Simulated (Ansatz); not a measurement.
## Electronic structure of Si₃Mo₅ in real space

```yaml
crystal:
  lattice:
    - [9.77734, 0.00000, 0.00000]
    - [0.00000, 9.77734, 0.00000]
    - [0.00000, 0.00000, 4.98184]
  atoms:
    - { symbol: Si, position: [0.00000, 0.00000, 0.75000] }
    - { symbol: Si, position: [0.50000, 0.50000, 0.25000] }
    - { symbol: Si, position: [0.00000, 0.00000, 0.25000] }
    - { symbol: Si, position: [0.50000, 0.50000, 0.75000] }
    - { symbol: Si, position: [0.66705, 0.16705, 0.00000] }
    - { symbol: Si, position: [0.16705, 0.66705, 0.50000] }
    - { symbol: Si, position: [0.33295, 0.16705, 0.50000] }
    - { symbol: Si, position: [0.83295, 0.66705, 0.00000] }
    - { symbol: Si, position: [0.33295, 0.83295, 0.00000] }
    - { symbol: Si, position: [0.83295, 0.33295, 0.50000] }
    - { symbol: Si, position: [0.16705, 0.33295, 0.00000] }
    - { symbol: Si, position: [0.66705, 0.83295, 0.50000] }
    - { symbol: Mo, position: [0.50000, 0.00000, 0.25000] }
    - { symbol: Mo, position: [0.00000, 0.50000, 0.75000] }
    - { symbol: Mo, position: [0.00000, 0.50000, 0.25000] }
    - { symbol: Mo, position: [0.50000, 0.00000, 0.75000] }
    - { symbol: Mo, position: [0.07661, 0.22471, 0.50000] }
    - { symbol: Mo, position: [0.57661, 0.72471, 0.00000] }
    - { symbol: Mo, position: [0.27529, 0.57661, 0.00000] }
    - { symbol: Mo, position: [0.77529, 0.07661, 0.50000] }
    - { symbol: Mo, position: [0.42339, 0.27529, 0.00000] }
    - { symbol: Mo, position: [0.92339, 0.77529, 0.50000] }
    - { symbol: Mo, position: [0.72471, 0.42339, 0.00000] }
    - { symbol: Mo, position: [0.22471, 0.92339, 0.50000] }
    - { symbol: Mo, position: [0.07661, 0.77529, 0.00000] }
    - { symbol: Mo, position: [0.57661, 0.27529, 0.50000] }
    - { symbol: Mo, position: [0.27529, 0.42339, 0.50000] }
    - { symbol: Mo, position: [0.77529, 0.92339, 0.00000] }
    - { symbol: Mo, position: [0.92339, 0.22471, 0.00000] }
    - { symbol: Mo, position: [0.42339, 0.72471, 0.50000] }
    - { symbol: Mo, position: [0.22471, 0.07661, 0.00000] }
    - { symbol: Mo, position: [0.72471, 0.57661, 0.50000] }
```

Space group I4/mcm; changed on purpose from its base cell (volume × 1.06, shape and atoms relaxed); computed pressure about −13 GPa in this cell; computed without spin polarisation.

Method: DFT PBEsol, scalar-relativistic, plane waves, PAW (Ansatz 0.2.0).

Core electrons are frozen (PAW), and the valence fields are smoothed inside the atomic spheres.

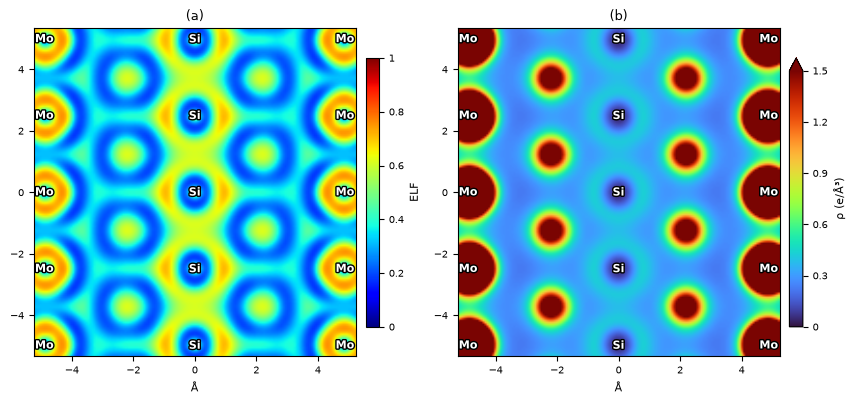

Figure 1. (a) electron localisation function; (b) valence electron density on the (100) plane of the conventional cell.

**Interpret the plot.**

Atoms in the plane: Si and Mo. Atoms just off the plane (Mo, 0.7 Å away) can leave unmarked features too. Si–Si (2.49 Å): the density is about 0.38 e/Å³ at the midpoint; the ELF peaks at about 0.60 between the atoms. Mo–Mo (2.49 Å): ρ is about 0.58 e/Å³ halfway; the ELF is about 0.30 at the midpoint. Between the atoms the lowest density in this plane is 0.22 e/Å³. The features right at Mo lie inside the PAW spheres, where the map follows smoothed inner orbitals and isn't to be read closely.

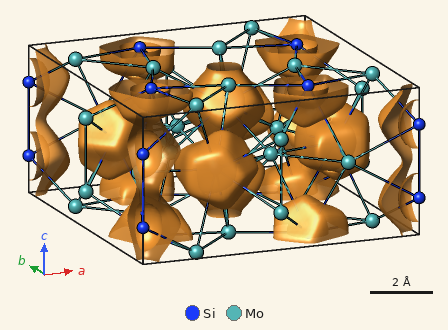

Figure 2. Isosurface of the electron localisation function at 0.55 (orange), seen slightly off an axis. Core shells and regions of very low density are left out. Sticks mark near contacts.

**What do the ELF domains correspond to?**

The ELF exceeds this value in eight regions wrapped around Si (the valence shell of each) and channels that run through the cell in one direction, counted in one cell of 32 atoms. Any copies at cell faces, edges or corners count once.

**Metal or insulator at this level of theory?**

It is metallic or semimetallic at this level of theory: no gap opens.
